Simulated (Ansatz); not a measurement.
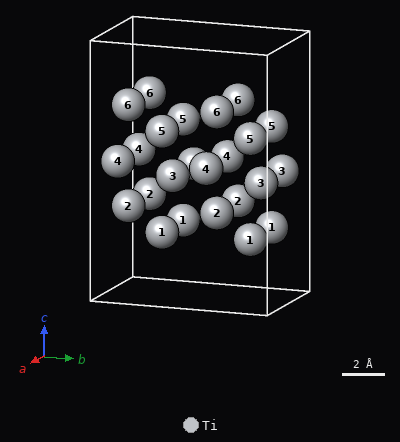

*The structure as given in the input (spheres-only view of the 2 × 2 repeat of the cell, with the vacuum cut short, seen slightly off an axis; atoms are numbered from 1 in the order of the input). An atom can appear more than once, as a periodic image.*

Geometry relaxation of Ti (part 1 of 2)

System: Ti (slab, 6 atoms in the cell).
Method: DFT, LDA, PAW with Ansatz's default frozen-core files, scalar-relativistic, no spin polarisation (Ansatz 0.2.0).

It belongs to a series of runs on one base structure; here: atoms relaxed, PAW files. Figures and captions count atoms from 1; the log counts them from 0 in places.

### Input
```yaml
crystal:
  lattice:
    - [2.8642820353, 0.0, 0.0]
    - [0.0, 4.537795965, 0.0]
    - [0.0, 0.0, 21.7879]
  atoms:
    - { symbol: Ti, position: [0.75, 0.75, 0.3671756108] }
    - { symbol: Ti, position: [0.25, 0.25, 0.4051254365] }
    - { symbol: Ti, position: [0.25, 0.75, 0.4810250871] }
    - { symbol: Ti, position: [0.75, 0.25, 0.5189749129] }
    - { symbol: Ti, position: [0.75, 0.75, 0.5948745635] }
    - { symbol: Ti, position: [0.25, 0.25, 0.6328243892] }
kpoints:
  mp_grid: { grid: [14, 9, 1] }
scf:
  occupations: { method: fermi_dirac, width: 0.1 }
hamiltonian:
  xc: lda
  pseudopotentials: { kind: paw }
output:
  forces: true
  stress: true
  eigenvalues: true
relax:
  f_tol: 0.01
  max_steps: 40
efield:
  axis: 3
  amplitude: 0
  dipole_correction: true
```

Launched with:
```bash
ansatz run input.yaml --threads 2 --pin off --max-ram 4096MiB --backend cpu --events-out ev --progress --plain --runs-dir out
```

### Output
```
Warning: output.stress: scf.convergence.dr2_threshold = 1e-7 eV (the SCF's general default) is looser than the 6e-10 eV advised for a printed stress (1e-10 eV for each atom of the cell: 6). What an SCF threshold leaves in a stress goes as its square root, and in the free energy as the threshold itself, and one threshold admits the most on a small cell: of the crystals measured, under no hybrid functional and no lock of the moments, on runs that ended without the residual-converged pass, on stresses that held no estimate of that error, the worst erred by over 100 MPa in a component at 1e-7 eV an atom and by under 5 at 1e-10. Every solve of this run answers to scf.convergence.dr2_threshold, and the tensor of one is reported: a single SCF on the reported geometry and on this run's grids (its basis.xc_grid and basis.ecutrho_ratio typed), with scf.convergence.dr2_threshold at 6e-10 eV or tighter, prints it and tightens no other solve. Else set scf.convergence.dr2_threshold to 6e-10 eV or tighter. The threshold is an SCF's pass mark: one that does not reach it within its budget of iterations ends unconverged, or closes short of it on a stop that the run arms, and scf.convergence.dr2_threshold's page says what that costs each kind of run
Engine: ansatz 0.2.0, aarch64-unknown-linux-gnu
Pseudopotentials: kind: paw
Pseudopotential: Ti, paw, valence charge 12, recommended cutoff 420 eV (normal), Ti.paw.azcp
Functional definition: SPW92
  exchange = slater_x
  correlation = pw_c
Crystal: 6 atoms, lattice volume = 283.189 Å³
Basis set: ecut = 420 eV, 5499 PW (Γ)
Bands: 44, of which v1, the nominal top of the filled ones, is band 36 counted from 1 (35 counted from 0)
Symmetry: 4 space group operations
k-points: 40 of 126
Non-local potential: Ti, projectors of the file, l = 0: 3, l = 1: 2, l = 2: 3, l = 3: 1
PAW form: soft (Blöchl's): semilocal exchange-correlation on the pseudo side does not see the compensation charge
PAW frozen core: Ti, regenerated for the run's functional, and the local potential with it (the file was generated under x = pbe(κ = 0.804, μ = 0.2195149727645171), c = pbe(β = 0.06672455060314922))
PAW one-centre angular grid: Ti, 590 points (default); XC on 64 Gauss nodes
Initial density: superposition of atomic densities (neutral atoms: chi_scale 0, normalization atom), corrected by the library's trained network
Initial wavefunctions: pseudopotential atomic-orbital guess
Functional: x = slater, c = lda
SCF iter   1: F=—  HF=-14698.206478 eV  |F-HF|=—  |Δ(HF+E_count)|=         —  Δρ=6.55e-3  dr2=1.74e-1  ethr=1.77e-3  p=0.000 e·Å  D=7.36e-14 V/Å  ΔV_dip=-0.00 eV  dr2_dipole=3.38e-8  V_vac-E_F(+/−)=4.13/4.13 eV  ⟨swp⟩=8.6  Hψ=17934  notcnv=0
efield: sawtooth ramp at fractional position 0.9500 (placed from the atoms, in the widest stretch of the axis that holds none; the zero of the levels goes with the place), width 0.1000; the density the first Hamiltonian is built on has a dipole p = 0.000 e·Å; the dipole correction subtracts the counter field D = 7.36e-14 V/Å, which shifts the + side's vacuum level by -0.00 eV against the − side's; the planar-averaged density in the ramp window peaks in size at 7.7e-5 e/Å³
automatic band count: the SCF goes on with 52 bands, as 44 were too few: the levels above may hold too much charge
preconditioner: auto → LDOS  [metal: Δε(μ)=0.011 eV  Ē_g=2.938 eV  σ=0.100 eV  W_gap=0.03  n_scr=36 (ndim 8)  ℏωp=10.8 eV  f_vac=0.561  D(μ)=9.86/eV (n_scr^D=64)  β→1.0]
SCF iter   2: F=—  HF=-14698.199672 eV  |F-HF|=—  |Δ(HF+E_count)|=   6.81e-3  Δρ=2.92e-3  dr2=3.52e-2  ethr=2.42e-4  p=0.000 e·Å  D=9.96e-6 V/Å  ΔV_dip=-0.00 eV  dr2_dipole=7.02e-8  V_vac-E_F(+/−)=4.10/4.10 eV  ⟨swp⟩=2.1  Hψ=3432  notcnv=0
SCF iter   3: F=—  HF=-14698.196758 eV  |F-HF|=—  |Δ(HF+E_count)|=   2.91e-3  Δρ=8.70e-4  dr2=3.93e-3  ethr=4.89e-5  p=0.000 e·Å  D=2.18e-6 V/Å  ΔV_dip=-0.00 eV  dr2_dipole=5.89e-10  V_vac-E_F(+/−)=4.11/4.11 eV  ⟨swp⟩=2.0  Hψ=3111  notcnv=0
SCF iter   4: F=—  HF=-14698.196485 eV  |F-HF|=—  |Δ(HF+E_count)|=   2.73e-4  Δρ=2.12e-4  dr2=2.16e-4  ethr=5.45e-6  p=0.000 e·Å  D=8.88e-7 V/Å  ΔV_dip=-0.00 eV  dr2_dipole=2.18e-12  V_vac-E_F(+/−)=4.09/4.09 eV  ⟨swp⟩=2.0  Hψ=2371  notcnv=0
SCF iter   5: F=—  HF=-14698.196444 eV  |F-HF|=—  |Δ(HF+E_count)|=   4.15e-5  Δρ=7.28e-5  dr2=2.83e-5  ethr=3.01e-7  p=0.000 e·Å  D=1.83e-7 V/Å  ΔV_dip=-0.00 eV  dr2_dipole=6.95e-14  V_vac-E_F(+/−)=4.08/4.08 eV  ⟨swp⟩=2.4  Hψ=2728  notcnv=0
SCF iter   6: F=-14698.196440 eV  HF=-14698.196440 eV  |F-HF|=1.22e-8  |Δ(HF+E_count)|=   3.21e-6  Δρ=1.47e-5  dr2=1.30e-6  ethr=3.47e-9  p=0.000 e·Å  D=2.19e-8 V/Å  ΔV_dip=-0.00 eV  dr2_dipole=1.38e-11  V_vac-E_F(+/−)=4.08/4.08 eV  ⟨swp⟩=7.2  Hψ=9875  notcnv=0
the search or the solves at the SCF's close seem to have found levels that the self-consistency loop had missed (the run counts 1). By its estimate they hold 5.38e-12 electrons. The energies and the density leave them out; if the run goes on with those levels, later outputs use occupations computed again with them
SCF 1 converged in 6 iterations: F = -14698.196440 eV  dr2 = 1.30e-6
  greatest PAW one-centre occupation: 0.999 electrons in one spin orbital (limit 2), on the Ti atom at site 3 (counted from 0), in its partial waves of l = 0
relax step   1: F+E_penalty+E_count = -14698.19644037 eV  Δ(F+E_penalty+E_count) = +0.000e0 eV  max|allowed force component| = 3.962e-1 eV/Å  Δτ_max = 0.0000 Å  (6 SCF iters, dr2 threshold 2.50e-6 eV, accepted)
Bands: 52, of which v1, the nominal top of the filled ones, is band 36 counted from 1 (35 counted from 0)
Initial density: handed on by an earlier stage of this run
Initial wavefunctions: those handed on with the density
SCF iter   1: F=—  HF=-14698.650415 eV  |F-HF|=—  |Δ(HF+E_count)|=         —  Δρ=2.28e-2  dr2=1.01e1  ethr=3.10e-3  p=0.000 e·Å  D=2.19e-8 V/Å  ΔV_dip=-0.00 eV  dr2_dipole=1.37e-10  V_vac-E_F(+/−)=4.25/4.25 eV  ⟨swp⟩=5.5  Hψ=5878  notcnv=0
efield: sawtooth ramp at fractional position 0.9500 (handed on by an earlier solve), width 0.1000; the density the first Hamiltonian is built on has a dipole p = 0.000 e·Å; the dipole correction subtracts the counter field D = 2.19e-8 V/Å, which shifts the + side's vacuum level by -0.00 eV against the − side's; the planar-averaged density in the ramp window peaks in size at 1.7e-6 e/Å³
preconditioner: auto → LDOS  [metal: Δε(μ)=0.011 eV  Ē_g=3.136 eV  σ=0.100 eV  W_gap=0.03  n_scr=36 (ndim 8)  ℏωp=10.8 eV  f_vac=0.589  D(μ)=9.95/eV (n_scr^D=64)  β→1.0]
SCF iter   2: F=—  HF=-14698.347191 eV  |F-HF|=—  |Δ(HF+E_count)|=   3.03e-1  Δρ=1.03e-2  dr2=8.00e-1  ethr=3.10e-3  p=0.000 e·Å  D=1.11e-6 V/Å  ΔV_dip=-0.00 eV  dr2_dipole=2.00e-9  V_vac-E_F(+/−)=3.97/3.97 eV  ⟨swp⟩=3.0  Hψ=3556  notcnv=0
SCF iter   3: F=—  HF=-14698.249111 eV  |F-HF|=—  |Δ(HF+E_count)|=   9.81e-2  Δρ=4.01e-3  dr2=7.84e-2  ethr=1.11e-3  p=0.000 e·Å  D=1.68e-6 V/Å  ΔV_dip=-0.00 eV  dr2_dipole=1.34e-10  V_vac-E_F(+/−)=4.17/4.17 eV  ⟨swp⟩=2.9  Hψ=3347  notcnv=0
SCF iter   4: F=—  HF=-14698.232387 eV  |F-HF|=—  |Δ(HF+E_count)|=   1.67e-2  Δρ=8.88e-4  dr2=4.15e-3  ethr=1.09e-4  p=0.000 e·Å  D=9.25e-7 V/Å  ΔV_dip=-0.00 eV  dr2_dipole=7.61e-11  V_vac-E_F(+/−)=4.16/4.16 eV  ⟨swp⟩=2.8  Hψ=4036  notcnv=0
SCF iter   5: F=—  HF=-14698.232694 eV  |F-HF|=—  |Δ(HF+E_count)|=   3.07e-4  Δρ=2.20e-4  dr2=2.42e-4  ethr=5.77e-6  p=0.000 e·Å  D=6.02e-7 V/Å  ΔV_dip=-0.00 eV  dr2_dipole=1.11e-11  V_vac-E_F(+/−)=4.20/4.20 eV  ⟨swp⟩=1.8  Hψ=2650  notcnv=0
SCF iter   6: F=—  HF=-14698.232732 eV  |F-HF|=—  |Δ(HF+E_count)|=   3.72e-5  Δρ=5.99e-5  dr2=3.92e-5  ethr=3.36e-7  p=0.000 e·Å  D=3.25e-7 V/Å  ΔV_dip=-0.00 eV  dr2_dipole=8.42e-13  V_vac-E_F(+/−)=4.23/4.23 eV  ⟨swp⟩=2.0  Hψ=2840  notcnv=0
iter 7 did not close the SCF: its close was put off until two iterations running show no level that it waits for move by more than its bar (scf_convergence_deferred on its scf_iter line)
SCF iter   7: F=-14698.232727 eV  HF=-14698.232732 eV  |F-HF|=4.96e-6  |Δ(HF+E_count)|=   1.69e-7  Δρ=3.96e-5  dr2=8.33e-6  ethr=1.36e-8  p=0.000 e·Å  D=1.83e-7 V/Å  ΔV_dip=-0.00 eV  dr2_dipole=5.87e-13  V_vac-E_F(+/−)=4.24/4.24 eV  ⟨swp⟩=9.7  Hψ=9580  notcnv=0
iter 8 did not close the SCF: its close was put off until two iterations running show no level that it waits for move by more than its bar (scf_convergence_deferred on its scf_iter line)
SCF iter   8: F=-14698.232732 eV  HF=-14698.232732 eV  |F-HF|=9.59e-8  |Δ(HF+E_count)|=   8.15e-8  Δρ=9.78e-6  dr2=4.45e-7  ethr=1.16e-8  p=0.000 e·Å  D=1.25e-7 V/Å  ΔV_dip=-0.00 eV  dr2_dipole=1.06e-13  V_vac-E_F(+/−)=4.24/4.24 eV  ⟨swp⟩=2.4  Hψ=6912  notcnv=0
SCF iter   9: F=-14698.232732 eV  HF=-14698.232732 eV  |F-HF|=1.58e-8  |Δ(HF+E_count)|=   3.01e-7  Δρ=3.62e-6  dr2=4.39e-8  ethr=6.19e-10  p=0.000 e·Å  D=1.08e-7 V/Å  ΔV_dip=-0.00 eV  dr2_dipole=5.06e-15  V_vac-E_F(+/−)=4.24/4.24 eV  ⟨swp⟩=1.3  Hψ=5630  notcnv=0
SCF 2 converged in 9 iterations: F = -14698.232732 eV  dr2 = 4.39e-8
  greatest PAW one-centre occupation: 0.999 electrons in one spin orbital (limit 2), on the Ti atom at site 2 (counted from 0), in its partial waves of l = 0
relax step   2: F+E_penalty+E_count = -14698.23273191 eV  Δ(F+E_penalty+E_count) = -3.629e-2 eV  max|allowed force component| = 3.520e-1 eV/Å  Δτ_max = 0.1949 Å  (9 SCF iters, dr2 threshold 9.81e-6 eV, accepted)
iter 1 solved again at ethr=1.55e-3 eV; its pass at ethr=3.10e-3 eV (dr2=1.12e0 eV) is discarded
SCF iter   1: F=—  HF=-14698.313818 eV  |F-HF|=—  |Δ(HF+E_count)|=         —  Δρ=7.78e-3  dr2=1.18e0  ethr=1.55e-3  p=0.000 e·Å  D=1.08e-7 V/Å  ΔV_dip=-0.00 eV  dr2_dipole=3.48e-11  V_vac-E_F(+/−)=4.19/4.19 eV  ⟨swp⟩=1.1  Hψ=6800  notcnv=0
efield: sawtooth ramp at fractional position 0.9500 (handed on by an earlier solve), width 0.1000; the density the first Hamiltonian is built on has a dipole p = 0.000 e·Å; the dipole correction subtracts the counter field D = 1.08e-7 V/Å, which shifts the + side's vacuum level by -0.00 eV against the − side's; the planar-averaged density in the ramp window peaks in size at 4.6e-6 e/Å³
preconditioner: auto → LDOS  [metal: Δε(μ)=0.018 eV  Ē_g=3.008 eV  σ=0.100 eV  W_gap=0.05  n_scr=36 (ndim 8)  ℏωp=10.8 eV  f_vac=0.573  D(μ)=9.40/eV (n_scr^D=60)  β→1.0]
SCF iter   2: F=—  HF=-14698.272992 eV  |F-HF|=—  |Δ(HF+E_count)|=   4.08e-2  Δρ=3.55e-3  dr2=1.35e-1  ethr=1.55e-3  p=0.000 e·Å  D=9.21e-8 V/Å  ΔV_dip=-0.00 eV  dr2_dipole=4.76e-12  V_vac-E_F(+/−)=4.25/4.25 eV  ⟨swp⟩=2.4  Hψ=2580  notcnv=0
SCF iter   3: F=—  HF=-14698.263045 eV  |F-HF|=—  |Δ(HF+E_count)|=   9.95e-3  Δρ=9.69e-4  dr2=9.71e-3  ethr=1.88e-4  p=0.000 e·Å  D=2.09e-7 V/Å  ΔV_dip=-0.00 eV  dr2_dipole=1.11e-11  V_vac-E_F(+/−)=4.19/4.19 eV  ⟨swp⟩=2.0  Hψ=3100  notcnv=0
SCF iter   4: F=—  HF=-14698.261960 eV  |F-HF|=—  |Δ(HF+E_count)|=   1.08e-3  Δρ=2.99e-4  dr2=6.11e-4  ethr=1.35e-5  p=0.000 e·Å  D=1.22e-7 V/Å  ΔV_dip=-0.00 eV  dr2_dipole=6.67e-13  V_vac-E_F(+/−)=4.19/4.19 eV  ⟨swp⟩=2.2  Hψ=3131  notcnv=0
SCF iter   5: F=—  HF=-14698.261943 eV  |F-HF|=—  |Δ(HF+E_count)|=   1.77e-5  Δρ=5.84e-5  dr2=2.54e-5  ethr=8.48e-7  p=0.000 e·Å  D=1.04e-7 V/Å  ΔV_dip=-0.00 eV  dr2_dipole=3.07e-13  V_vac-E_F(+/−)=4.18/4.18 eV  ⟨swp⟩=2.0  Hψ=2789  notcnv=0
SCF iter   6: F=-14698.261946 eV  HF=-14698.261948 eV  |F-HF|=1.46e-6  |Δ(HF+E_count)|=   4.91e-6  Δρ=2.05e-5  dr2=3.89e-6  ethr=1.08e-8  p=0.000 e·Å  D=7.74e-8 V/Å  ΔV_dip=-0.00 eV  dr2_dipole=1.87e-13  V_vac-E_F(+/−)=4.17/4.17 eV  ⟨swp⟩=9.4  Hψ=9498  notcnv=0
SCF 3 converged in 6 iterations: F = -14698.261946 eV  dr2 = 3.89e-6
relax step   3: F+E_penalty+E_count = -14698.26194619 eV  Δ(F+E_penalty+E_count) = -2.921e-2 eV  max|allowed force component| = 5.357e-2 eV/Å  Δτ_max = 0.0723 Å  (6 SCF iters, dr2 threshold 7.75e-6 eV, accepted)
iter 1 solved again at ethr=1.93e-4 eV; its pass at ethr=3.10e-3 eV (dr2=1.39e-1 eV) is discarded
SCF iter   1: F=—  HF=-14698.270233 eV  |F-HF|=—  |Δ(HF+E_count)|=         —  Δρ=2.90e-3  dr2=1.42e-1  ethr=1.93e-4  p=0.000 e·Å  D=7.74e-8 V/Å  ΔV_dip=-0.00 eV  dr2_dipole=3.77e-11  V_vac-E_F(+/−)=4.15/4.15 eV  ⟨swp⟩=1.1  Hψ=5853  notcnv=0
efield: sawtooth ramp at fractional position 0.9500 (handed on by an earlier solve), width 0.1000; the density the first Hamiltonian is built on has a dipole p = 0.000 e·Å; the dipole correction subtracts the counter field D = 7.74e-8 V/Å, which shifts the + side's vacuum level by -0.00 eV against the − side's; the planar-averaged density in the ramp window peaks in size at 7.5e-6 e/Å³
preconditioner: auto → LDOS  [metal: Δε(μ)=0.013 eV  Ē_g=3.003 eV  σ=0.100 eV  W_gap=0.03  n_scr=36 (ndim 8)  ℏωp=10.8 eV  f_vac=0.572  D(μ)=9.50/eV (n_scr^D=60)  β→1.0]
SCF iter   2: F=—  HF=-14698.265069 eV  |F-HF|=—  |Δ(HF+E_count)|=   5.16e-3  Δρ=1.10e-3  dr2=1.11e-2  ethr=1.93e-4  p=0.000 e·Å  D=3.71e-9 V/Å  ΔV_dip=-0.00 eV  dr2_dipole=1.70e-12  V_vac-E_F(+/−)=4.15/4.15 eV  ⟨swp⟩=1.3  Hψ=2099  notcnv=0
SCF iter   3: F=—  HF=-14698.264104 eV  |F-HF|=—  |Δ(HF+E_count)|=   9.65e-4  Δρ=3.41e-4  dr2=1.04e-3  ethr=1.54e-5  p=0.000 e·Å  D=6.07e-8 V/Å  ΔV_dip=-0.00 eV  dr2_dipole=3.34e-12  V_vac-E_F(+/−)=4.13/4.13 eV  ⟨swp⟩=2.5  Hψ=3280  notcnv=0
SCF iter   4: F=—  HF=-14698.264000 eV  |F-HF|=—  |Δ(HF+E_count)|=   1.04e-4  Δρ=1.18e-4  dr2=9.82e-5  ethr=1.44e-6  p=0.000 e·Å  D=3.77e-8 V/Å  ΔV_dip=-0.00 eV  dr2_dipole=5.22e-15  V_vac-E_F(+/−)=4.13/4.13 eV  ⟨swp⟩=2.4  Hψ=3279  notcnv=0
SCF iter   5: F=—  HF=-14698.263994 eV  |F-HF|=—  |Δ(HF+E_count)|=   6.29e-6  Δρ=2.48e-5  dr2=5.76e-6  ethr=1.36e-7  p=0.000 e·Å  D=1.95e-8 V/Å  ΔV_dip=-0.00 eV  dr2_dipole=3.60e-14  V_vac-E_F(+/−)=4.12/4.12 eV  ⟨swp⟩=1.9  Hψ=2424  notcnv=0
SCF iter   6: F=—  HF=-14698.263995 eV  |F-HF|=—  |Δ(HF+E_count)|=   7.35e-7  Δρ=9.30e-6  dr2=8.00e-7  ethr=8.00e-9  p=-0.000 e·Å  D=-2.81e-9 V/Å  ΔV_dip=0.00 eV  dr2_dipole=1.35e-13  V_vac-E_F(+/−)=4.12/4.12 eV  ⟨swp⟩=2.0  Hψ=2672  notcnv=0
SCF iter   7: F=-14698.263995 eV  HF=-14698.263995 eV  |F-HF|=3.81e-8  |Δ(HF+E_count)|=   2.96e-8  Δρ=4.39e-6  dr2=1.09e-7  ethr=2.49e-10  p=-0.000 e·Å  D=-9.92e-9 V/Å  ΔV_dip=0.00 eV  dr2_dipole=2.58e-17  V_vac-E_F(+/−)=4.12/4.12 eV  ⟨swp⟩=8.6  Hψ=8822  notcnv=0
SCF 4 converged in 7 iterations: F = -14698.263995 eV  dr2 = 1.09e-7
relax step   4: F+E_penalty+E_count = -14698.26399485 eV  Δ(F+E_penalty+E_count) = -2.049e-3 eV  max|allowed force component| = 6.001e-2 eV/Å  Δτ_max = 0.0332 Å  (7 SCF iters, dr2 threshold 1.79e-7 eV, accepted)
```
